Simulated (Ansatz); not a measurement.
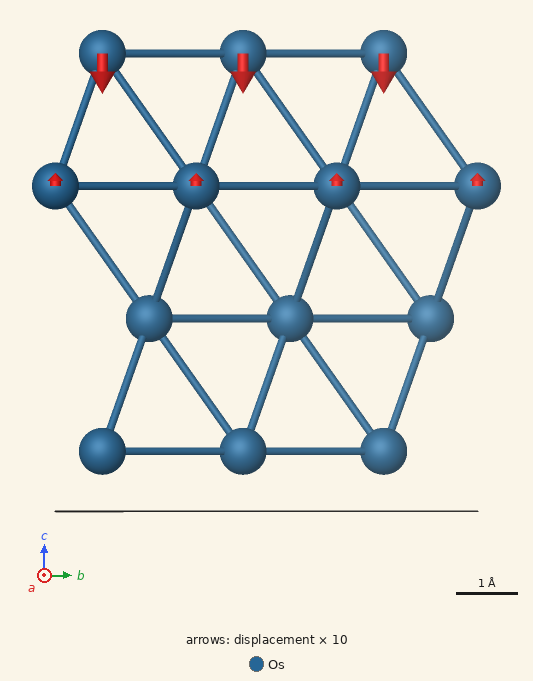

A constrained relaxation of a slab of composition Os (cut from the Fm-3m phase). The starting structure is drawn; red arrows show the displacements, magnified 10 times.

The picture is a ball-and-stick view of the 3 × 3 repeat of the cell, outlined in the plane, without the vacuum, seen along the a axis.

Case: clean slab, lower half held. The slab is the (1 1 1) face of Os. 2 atoms are held fixed.

Method: DFT PBEsol, scalar-relativistic, plane waves, PAW in Ansatz. Settings: plane-wave cutoff 420 eV; k-point mesh 12 × 12 × 1; occupations gaussian; smearing width 0.1 eV; no spin polarisation; dipole correction; atoms relaxed in a fixed cell; force threshold 0.03 eV/Å; at most 70 steps.

Describe the change and its energy.

After 3 accepted moves (4 points after the start) the energy has fallen by 43.5 meV per cell of the calculation. The largest force component goes from 0.93 to 0.0018 eV/Å. The line search rejected the trial step at point 1 of the run. The atom that moves furthest is an Os atom (0.067 Å along the normal (−c)). The lattice vectors keep their values. Near-neighbour distances that change, for instance: Os–Os 2.701 → 2.629 Å, Os–Os 2.701 → 2.719 Å. The run took roughly 40 core-seconds on a shared host.
